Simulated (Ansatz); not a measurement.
## Electronic structure of AlGa3N4 in real space

Input

```
crystal:
  lattice:
    - [4.4676279261, 0.0, 0.0]
    - [0.0, 4.4676279261, 0.0]
    - [0.0, 0.0, 4.4676279261]
  atoms:
    - { symbol: Al, position: [0.0, 0.0, 0.0] }
    - { symbol: Ga, position: [0.5019784178, 0.4980215822, 0.0] }
    - { symbol: Ga, position: [0.5019784178, -0.0019784178, 0.5] }
    - { symbol: Ga, position: [0.0019784178, 0.4980215822, 0.5] }
    - { symbol: "N", position: [0.755030922, 0.755030922, 0.244969078] }
    - { symbol: "N", position: [0.755030922, 0.244969078, 0.755030922] }
    - { symbol: "N", position: [0.244969078, 0.755030922, 0.755030922] }
    - { symbol: "N", position: [0.244969078, 0.244969078, 0.244969078] }
basis:
  ecutwfc: 420
kpoints:
  mp_grid: { grid: [6, 6, 6] }
hamiltonian:
  xc: pbesol
scf:
  occupations: { method: gaussian, width: 0.05 }
output:
  forces: true
  stress: true
  eigenvalues: true
  write_density: true
  write_potential: true
  elf: true
  volumetric_format: npy
```

Launched as:

```sh
ansatz run input.yaml --threads 2 --pin off --max-ram 5120MiB --backend cpu --events-out ev --progress --plain --runs-dir out
```

Below, planes, directions and counts refer to the conventional cell (a = 6.32 Å, b = 6.32 Å, c = 4.47 Å, α = 90.00°, β = 90.00°, γ = 90.00°).

Space group Cm; a structure from a database of computed crystals, not necessarily the ambient phase; changed on purpose from its base cell (all Ga atoms moved +0.013 Å, as atom 2 along Cartesian [1 -1 0]).

All numbers below come from DFT PBEsol, scalar-relativistic, plane waves, PAW in Ansatz 0.2.0.

The density is the valence pseudo-density of a PAW calculation; it isn't the true density close to the nuclei.

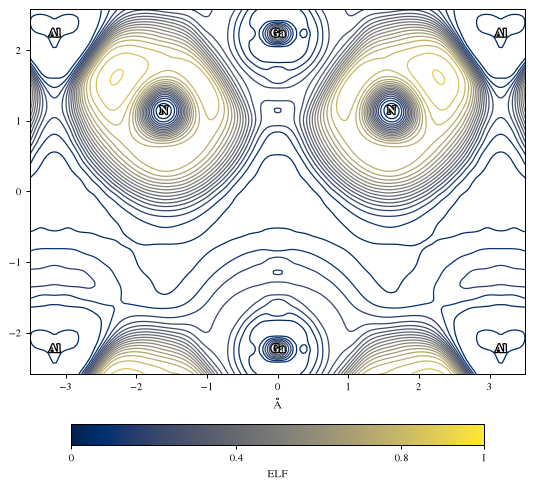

Figure 1. Electron localisation function on the (010) plane of the conventional cell.

Question: Describe what can be read from this map.

Answer: The section cuts through Al, Ga and N sites. Al–N (1.90 Å): the ELF peaks at about 0.90 between the atoms: a shared but strongly polarised pair. Ga–N (1.94 Å): the ELF peaks at about 0.85 in the valence shell of N, 0.7 Å from its nucleus, and is about 0.45 at the midpoint. The features right at Ga lie inside the PAW spheres, where the map follows smoothed inner orbitals and isn't to be read closely.

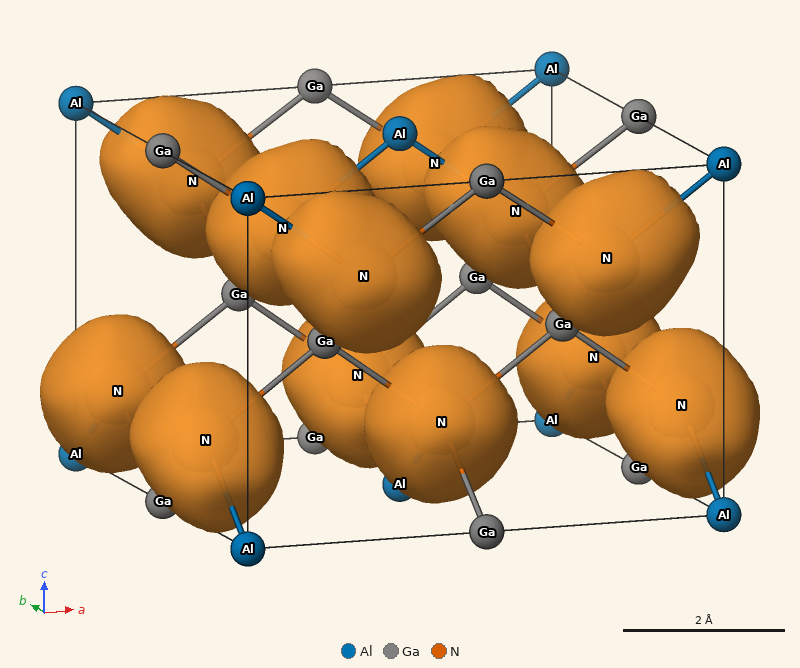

Figure 2. Isosurface of the electron localisation function at 0.65 (orange), seen slightly off an axis. Core shells and regions of very low density are left out. Sticks mark near contacts.

Question: Where are the electrons localised?

Answer: At this value the surface marks out eight regions on N in which the atom's valence shell and bonds are merged, counted in one cell of 16 atoms. Regions shared between cells count once.

Question: Does the calculation give a band gap?

Answer: It is gapped, with a Kohn–Sham gap of 2.3 eV on the k-point mesh (the band edges may lie off the mesh, which would make the gap smaller).
